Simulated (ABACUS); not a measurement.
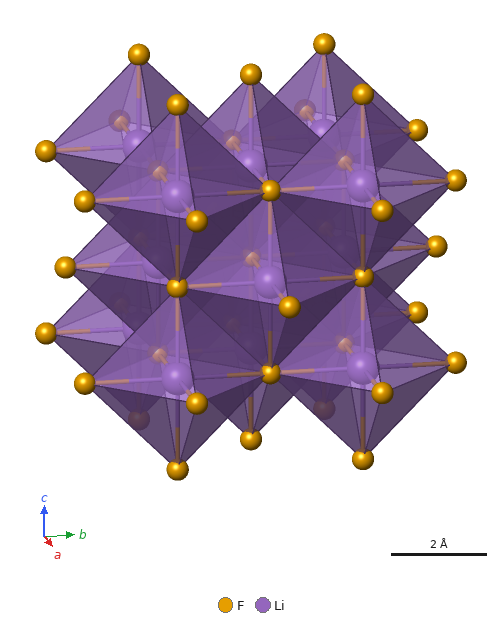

The input geometry (polyhedral view of the cell 4 times as large as that of the calculation, set on its symmetry axes, seen slightly off an axis; polyhedra are completed across the faces of the cell).

**Run report: LiF, band-structure run**

System: LiF (Fm-3m, 2 atoms in the cell).
Method: Kohn-Sham DFT of a periodic cell, MS2, SG15 ONCV 1.2 PBE, no spin polarisation (ABACUS 3.10.1).

The structure derives from an entry of the Crystallography Open Database. It belongs to a series of runs on one base structure; here: bands on the converged density.

**Input file**
```
INPUT_PARAMETERS
suffix              LiF
calculation         nscf
basis_type          pw
pseudo_dir          ./
symmetry            -1
dft_functional      MGGA_X_MS2+GGA_C_REGTPSS
ecutwfc             97.0
pseudo_rcut         7
nspin               1
nbands              15
ks_solver           dav
smearing_method     fd
smearing_sigma      0.00367493
scf_thr             1e-08
scf_nmax            100
mixing_type         broyden
mixing_beta         0.7
mixing_tau          1
init_chg            file
pw_diag_thr         1e-07
out_band            1
kpar                4
```

**File STRU**
```
ATOMIC_SPECIES
F 18.9984 F_ONCV_PBE-1.2.upf
Li 6.9400 Li_ONCV_PBE-1.2.upf

LATTICE_CONSTANT
1.8897261246

LATTICE_VECTORS
0.0000000000 2.0140000000 2.0140000000
2.0140000000 0.0000000000 2.0140000000
2.0140000000 2.0140000000 0.0000000000

ATOMIC_POSITIONS
Direct

F
0.0
1
0.5000000000 0.5000000000 0.5000000000 1 1 1

Li
0.0
1
0.0000000000 0.0000000000 0.0000000000 1 1 1
```

**File KPT**
```
K_POINTS
12
Line
0.00000000 0.00000000 0.00000000 10 // G
0.50000000 0.00000000 0.50000000 10 // X
0.50000000 0.25000000 0.75000000 10 // W
0.37500000 0.37500000 0.75000000 10 // K
0.00000000 0.00000000 0.00000000 10 // G
0.50000000 0.50000000 0.50000000 10 // L
0.62500000 0.25000000 0.62500000 10 // U
0.50000000 0.25000000 0.75000000 10 // W
0.50000000 0.50000000 0.50000000 10 // L
0.37500000 0.37500000 0.75000000 1 // K
0.62500000 0.25000000 0.62500000 10 // U
0.50000000 0.00000000 0.50000000 1 // X
```

Run as:
```bash
OMP_NUM_THREADS=1 mpirun -np 4 abacus > log
```

**What the program printed**
```
ABACUS v3.10.1

               Atomic-orbital Based Ab-initio Computation at UStc

 ------------------------------------------------------------------------------------

 READING GENERAL INFORMATION
                           global_out_dir = OUT.LiF/
                           global_in_card = INPUT
                               pseudo_dir = ./
                              orbital_dir =
                                    DSIZE = 4
                                    GSIZE = 1

 READING UNITCELL INFORMATION
                                    ntype = 2
                  lattice constant (Bohr) = 1.88973
              lattice constant (Angstrom) = 1

 READING ATOM TYPE 1
                               atom label = F
                      L=0, number of zeta = 1
                      L=1, number of zeta = 1
                      L=2, number of zeta = 1
             number of atom for this type = 1

 READING ATOM TYPE 2
                               atom label = Li
                      L=0, number of zeta = 1
                      L=1, number of zeta = 1
                      L=2, number of zeta = 1
             number of atom for this type = 1

                        TOTAL ATOM NUMBER = 2
DIRECT COORDINATES
    atom                   x                   y                   z     mag                  vx                  vy                  vz
taud_F1            0.5000000000        0.5000000000        0.5000000000  0.0000        0.0000000000        0.0000000000        0.0000000000
taud_Li1            0.0000000000        0.0000000000        0.0000000000  0.0000        0.0000000000        0.0000000000        0.0000000000

                          Volume (Bohr^3) = 110.257
                             Volume (A^3) = 16.3383

 Lattice vectors: (Cartesian coordinate: in unit of a_0)
                   +0              +2.014              +2.014
               +2.014                  +0              +2.014
               +2.014              +2.014                  +0
 Reciprocal vectors: (Cartesian coordinate: in unit of 2 pi/a_0)
            -0.248262           +0.248262           +0.248262
            +0.248262           -0.248262           +0.248262
            +0.248262           +0.248262           -0.248262
 The esolver type has been set to : ksdft_pw

                PAO radial cut off (Bohr) = 7

 Read in pseudopotential file is F_ONCV_PBE-1.2.upf
                     pseudopotential type = NC
          exchange-correlation functional = PBE
                 nonlocal core correction = 0
                        valence electrons = 7
                                     lmax = 1
                           number of zeta = 0
                     number of projectors = 4
                           L of projector = 0
                           L of projector = 0
                           L of projector = 1
                           L of projector = 1
 XC functional updated to : MGGA_X_MS2+GGA_C_REGTPSS
          exchange-correlation functional = MGGA_X_MS2+GGA_C_REGTPSS
                PAO radial cut off (Bohr) = 7

 Read in pseudopotential file is Li_ONCV_PBE-1.2.upf
                     pseudopotential type = NC
          exchange-correlation functional = PBE
                 nonlocal core correction = 0
                        valence electrons = 3
                                     lmax = 1
                           number of zeta = 0
                     number of projectors = 4
                           L of projector = 0
                           L of projector = 0
                           L of projector = 1
                           L of projector = 1
 XC functional updated to : MGGA_X_MS2+GGA_C_REGTPSS
          exchange-correlation functional = MGGA_X_MS2+GGA_C_REGTPSS
     initial pseudo atomic orbital number = 0

 SETUP THE ELECTRONS NUMBER
             electron number of element F = 7
       total electron number of element F = 7
            electron number of element Li = 3
      total electron number of element Li = 3
            AUTOSET number of electrons:  = 10
                           occupied bands = 5
                                   NBANDS = 15
                                   NLOCAL = 18

%%%%%%%%%%%%%%%%%%%%%%%%%%%%%%%%%%%%%%%%%%%%%%%%%%%%%%%%%%%%%%%%%%%%%%%%%%%%%%%%%%%%%%%%%%%%%%%%%%%%%%%%%%
 Warning: the number of valence electrons in pseudopotential > 1 for Li: [He] 2s1
 Pseudopotentials with additional electrons can yield (more) accurate outcomes, but may be less efficient.
 If you're confident that your chosen pseudopotential is appropriate, you can safely ignore this warning.
%%%%%%%%%%%%%%%%%%%%%%%%%%%%%%%%%%%%%%%%%%%%%%%%%%%%%%%%%%%%%%%%%%%%%%%%%%%%%%%%%%%%%%%%%%%%%%%%%%%%%%%%%%

 SETUP THE PLANE WAVE BASIS
 energy cutoff for charge/potential (unit:Ry) = 388
            fft grid for charge/potential = [ 36, 36, 36 ]
                        fft grid division = [ 1, 1, 1 ]
        big fft grid for charge/potential = [ 36, 36, 36 ]
                                     nbxx = 46656
                                     nrxx = 46656

 SETUP PLANE WAVES FOR CHARGE/POTENTIAL
                    number of plane waves = 14211
                         number of sticks = 769

 PARALLEL PW FOR CHARGE/POTENTIAL
     PROC   COLUMNS(POT)             PW
        1            769          14211
 --------------- sum -------------------
        1            769          14211
                            number of |g| = 192
                                  max |g| = 35.0082
                                  min |g| = 0

----------- Double Check Mixing Parameters Begin ------------
mixing_type: broyden
mixing_beta: 0.7
mixing_gg0: 1
mixing_gg0_min: 0.1
mixing_ndim: 8
----------- Double Check Mixing Parameters End ------------

 SETUP K-POINTS
                                    nspin = 1
                                   nkstot = 102
K-POINTS DIRECT COORDINATES
 KPOINTS    DIRECT_X    DIRECT_Y    DIRECT_Z  WEIGHT
       1  0.00000000  0.00000000  0.00000000  1.0000
       2  0.05000000  0.00000000  0.05000000  1.0000
       3  0.10000000  0.00000000  0.10000000  1.0000
       4  0.15000000  0.00000000  0.15000000  1.0000
       5  0.20000000  0.00000000  0.20000000  1.0000
       6  0.25000000  0.00000000  0.25000000  1.0000
       7  0.30000000  0.00000000  0.30000000  1.0000
       8  0.35000000  0.00000000  0.35000000  1.0000
       9  0.40000000  0.00000000  0.40000000  1.0000
      10  0.45000000  0.00000000  0.45000000  1.0000
      11  0.50000000  0.00000000  0.50000000  1.0000
      12  0.50000000  0.02500000  0.52500000  1.0000
      13  0.50000000  0.05000000  0.55000000  1.0000
      14  0.50000000  0.07500000  0.57500000  1.0000
      15  0.50000000  0.10000000  0.60000000  1.0000
      16  0.50000000  0.12500000  0.62500000  1.0000
      17  0.50000000  0.15000000  0.65000000  1.0000
      18  0.50000000  0.17500000  0.67500000  1.0000
      19  0.50000000  0.20000000  0.70000000  1.0000
      20  0.50000000  0.22500000  0.72500000  1.0000
      21  0.50000000  0.25000000  0.75000000  1.0000
      22  0.48750000  0.26250000  0.75000000  1.0000
      23  0.47500000  0.27500000  0.75000000  1.0000
      24  0.46250000  0.28750000  0.75000000  1.0000
      25  0.45000000  0.30000000  0.75000000  1.0000
      26  0.43750000  0.31250000  0.75000000  1.0000
      27  0.42500000  0.32500000  0.75000000  1.0000
      28  0.41250000  0.33750000  0.75000000  1.0000
      29  0.40000000  0.35000000  0.75000000  1.0000
      30  0.38750000  0.36250000  0.75000000  1.0000
[... 72 further k points ...]

           k-point number in this process = 26
       minimum distributed K point number = 25

[... K-POINTS CARTESIAN COORDINATES: 26 rows ...]

[... K-POINTS DIRECT COORDINATES: 26 rows ...]

 SETUP PLANE WAVES FOR WAVE FUNCTIONS
     energy cutoff for wavefunc (unit:Ry) = 97
              fft grid for wave functions = [ 36, 36, 36 ]
                    number of plane waves = 2277
                         number of sticks = 235

 PARALLEL PW FOR WAVE FUNCTIONS
     PROC   COLUMNS(POT)             PW
        1            235           2277
 --------------- sum -------------------
        1            235           2277

 SETUP NONLOCAL PSEUDOPOTENTIALS IN PLANE WAVE BASIS
 F non-local projectors:
 projector 1 L=0
 projector 2 L=0
 projector 3 L=1
 projector 4 L=1
 Li non-local projectors:
 projector 1 L=0
 projector 2 L=0
 projector 3 L=1
 projector 4 L=1
      TOTAL NUMBER OF NONLOCAL PROJECTORS = 16

 Init Non-Local PseudoPotential table :
 Init Non-Local-Pseudopotential done.

                                     npwx = 1812

 -------------------------------------------
 NONSELF-CONSISTENT
 -------------------------------------------
                                 init_chg = file
 try to read charge from file
 Read in the charge density: OUT.LiF//LiF-CHARGE-DENSITY.restart
 try to read kinetic energy density from file
 Read in the kinetic energy density: OUT.LiF//LiF-TAU-DENSITY.restart

 PW ALGORITHM --------------- ION=   1  ELEC=   1--------------------------------
 k(1/102) Iter steps (avg)=10 threshold=1e-07
 k(2/102) Iter steps (avg)=9 threshold=1e-07
 k(3/102) Iter steps (avg)=10 threshold=1e-07
 k(4/102) Iter steps (avg)=11 threshold=1e-07
 k(5/102) Iter steps (avg)=11 threshold=1e-07
 k(6/102) Iter steps (avg)=14 threshold=1e-07
 k(7/102) Iter steps (avg)=17 threshold=1e-07
 k(8/102) Iter steps (avg)=21 threshold=1e-07
 k(9/102) Iter steps (avg)=19 threshold=1e-07
 k(10/102) Iter steps (avg)=19 threshold=1e-07
 k(11/102) Iter steps (avg)=20 threshold=1e-07
 k(12/102) Iter steps (avg)=20 threshold=1e-07
 k(13/102) Iter steps (avg)=19 threshold=1e-07
 k(14/102) Iter steps (avg)=21 threshold=1e-07
 k(15/102) Iter steps (avg)=21 threshold=1e-07
 k(16/102) Iter steps (avg)=21 threshold=1e-07
 k(17/102) Iter steps (avg)=22 threshold=1e-07
 k(18/102) Iter steps (avg)=22 threshold=1e-07
 k(19/102) Iter steps (avg)=21 threshold=1e-07
 k(20/102) Iter steps (avg)=21 threshold=1e-07
 k(21/102) Iter steps (avg)=22 threshold=1e-07
 k(22/102) Iter steps (avg)=21 threshold=1e-07
 k(23/102) Iter steps (avg)=21 threshold=1e-07
 k(24/102) Iter steps (avg)=18 threshold=1e-07
 k(25/102) Iter steps (avg)=21 threshold=1e-07
 k(26/102) Iter steps (avg)=20 threshold=1e-07
[... levels at 26 k points of this process ...]

 Density error is 0.00000000000
                          Error Threshold = 1.00000000000e-07
----------------------------------------------------------
     Energy           Rydberg                 eV
----------------------------------------------------------
 E_KohnSham     -61.6146096074       -838.3097707059
 E_KS(sigma->0) -61.6146096074       -838.3097707059
 E_Harris       -61.6146096074       -838.3097707059
 E_band         -8.0910717744        -110.0846790582
 E_one_elec     -24.2629503935       -330.1143756425
 E_Hartree      15.3765432177        209.2086033042
 E_xc           -11.7799257681       -160.2741124634
 E_Ewald        -40.9482766635       -557.1298859041
 E_entropy(-TS) -0.0000000000        -0.0000000000
 E_descf        0.0000000000         0.0000000000
 E_exx          0.0000000000         0.0000000000
 E_Fermi        0.3140575326         4.2729719432
----------------------------------------------------------

 charge density convergence is achieved
 final etot is -838.30977071 eV
 EFERMI = 4.2729719432 eV

 STATE ENERGY(eV) AND OCCUPATIONS    NSPIN == 1
 1/26 kpoint (Cartesian) = 0.0000 0.0000 0.0000 (1807 pws)
       1       -39.1346      0.0196078
       2       -20.1245      0.0196078
       3        2.61780      0.0196078
       4        2.61780      0.0196078
       5        2.61780      0.0196078
       6        12.4060    4.46335e-73
       7        27.1452        0.00000
       8        27.1452        0.00000
       9        27.1452        0.00000
      10        27.7252        0.00000
      11        27.7252        0.00000
      12        27.7252        0.00000
      13        30.5287        0.00000
      14        35.2969        0.00000
      15        35.2969        0.00000

 2/26 kpoint (Cartesian) = 0.0000 0.024826 0.0000 (1808 pws)
       1       -39.1325      0.0196078
       2       -20.1127      0.0196078
       3        2.54448      0.0196078
       4        2.58893      0.0196078
       5        2.58893      0.0196078
       6        12.5205    4.51850e-74
       7        26.3072        0.00000
       8        26.3072        0.00000
       9        26.7303        0.00000
      10        26.8767        0.00000
      11        28.8029        0.00000
      12        28.8029        0.00000
      13        31.5648        0.00000
      14        35.3888        0.00000
      15        35.8500        0.00000

 3/26 kpoint (Cartesian) = 0.0000 0.049652 0.0000 (1788 pws)
       1       -39.1263      0.0196078
       2       -20.0774      0.0196078
       3        2.32947      0.0196078
       4        2.50558      0.0196078
       5        2.50558      0.0196078
       6        12.8580    5.29708e-77
       7        25.4627        0.00000
       8        25.4627        0.00000
       9        25.4916        0.00000
      10        25.7806        0.00000
      11        30.3596        0.00000
      12        30.3596        0.00000
      13        33.5125        0.00000
      14        35.6641        0.00000
      15        37.1400        0.00000

 4/26 kpoint (Cartesian) = 0.0000 0.074479 0.0000 (1796 pws)
       1       -39.1168      0.0196078
       2       -20.0197      0.0196078
       3        1.98802      0.0196078
       4        2.37694      0.0196078
       5        2.37694      0.0196078
       6        13.4002    1.03333e-81
       7        24.1629        0.00000
       8        24.7168        0.00000
       9        24.8249        0.00000
      10        24.8249        0.00000
      11        32.1621        0.00000
      12        32.1621        0.00000
      13        35.7788        0.00000
      14        36.1215        0.00000
      15        38.5023        0.00000

 5/26 kpoint (Cartesian) = 0.0000 0.099305 0.0000 (1792 pws)
       1       -39.1051      0.0196078
       2       -19.9419      0.0196078
       3        1.54696      0.0196078
       4        2.21692      0.0196078
       5        2.21692      0.0196078
       6        14.1184    5.97461e-88
       7        22.9826        0.00000
       8        23.7532        0.00000
       9        24.3799        0.00000
      10        24.3799        0.00000
      11        34.1913        0.00000
      12        34.1913        0.00000
      13        36.7585        0.00000
      14        38.2718        0.00000
      15        39.3455        0.00000

 6/26 kpoint (Cartesian) = 0.0000 0.12413 0.0000 (1812 pws)
       1       -39.0925      0.0196078
       2       -19.8489      0.0196078
       3        1.04481      0.0196078
       4        2.04221      0.0196078
       5        2.04221      0.0196078
       6        14.9724        0.00000
       7        21.9733        0.00000
       8        22.9600        0.00000
       9        24.1000        0.00000
      10        24.1000        0.00000
      11        36.4288        0.00000
      12        36.4288        0.00000
      13        37.5701        0.00000
      14        39.4245        0.00000
      15        40.9686        0.00000

[... levels at 20 further k points ...]

 --------------------------------------------
 !FINAL_ETOT_IS -838.3097707058515 eV
 --------------------------------------------

 Output bands in file: OUT.LiF/BANDS_1.dat
```

**Standard output**
```
ABACUS v3.10.1

               Atomic-orbital Based Ab-initio Computation at UStc

 dft_functional readin is: MGGA_X_MS2+GGA_C_REGTPSS
 dft_functional in pseudopot file is: PBE
 Please make sure this is what you need
 dft_functional readin is: MGGA_X_MS2+GGA_C_REGTPSS
 dft_functional in pseudopot file is: PBE
 Please make sure this is what you need

%%%%%%%%%%%%%%%%%%%%%%%%%%%%%%%%%%%%%%%%%%%%%%%%%%%%%%%%%%%%%%%%%%%%%%%%%%%%%%%%%%%%%%%%%%%%%%%%%%%%%%%%%
 Warning: the number of valence electrons in pseudopotential > 1 for Li: [He] 2s1
 Pseudopotentials with additional electrons can yield (more) accurate outcomes, but may be less efficient.
 If you're confident that your chosen pseudopotential is appropriate, you can safely ignore this warning.
%%%%%%%%%%%%%%%%%%%%%%%%%%%%%%%%%%%%%%%%%%%%%%%%%%%%%%%%%%%%%%%%%%%%%%%%%%%%%%%%%%%%%%%%%%%%%%%%%%%%%%%%%

 UNIFORM GRID DIM        : 36 * 36 * 36
 UNIFORM GRID DIM(BIG)   : 36 * 36 * 36
func,idMGGA_X_MS2 223
func,idGGA_C_REGTPSS 83
 ---------------------------------------------------------
 ---------------------------------------------------------
 SPIN    KPOINTS         PROCESSORS  THREADS
 1       102             4           4
 ---------------------------------------------------------
 Use plane wave basis
 ---------------------------------------------------------
 ELEMENT NATOM       XC
 F       1
 Li      1
 ---------------------------------------------------------
 Initial plane wave basis and FFT box
 ---------------------------------------------------------
 -------------------------------------------
 NONSELF-CONSISTENT :
 -------------------------------------------
 START CHARGE      : file
 ITER       ETOT/eV          EDIFF/eV         DRHO         DKIN     TIME/s
 DA1     -8.38309771e+02   0.00000000e+00   0.0000e+00   0.0000e+00  15.36
```

**Summary**

```json
{"quantity": "outcome", "value": "converged"}
{"quantity": "space group (tolerance 0.01 Å)", "value": "Fm-3m (225)"}
{"quantity": "electrons treated", "value": "10"}
{"quantity": "Fermi energy of the self-consistent step", "value": "4.245 eV"}
{"quantity": "gap on the band path", "value": "9.79 eV"}
{"quantity": "hardware", "value": "4 threads of Intel Xeon (Sapphire Rapids), 64 GiB of memory available, shared host"}
{"quantity": "wall time", "value": "16 s (CPU time 62 s)"}
{"quantity": "peak memory", "value": "0.36 GiB"}
```
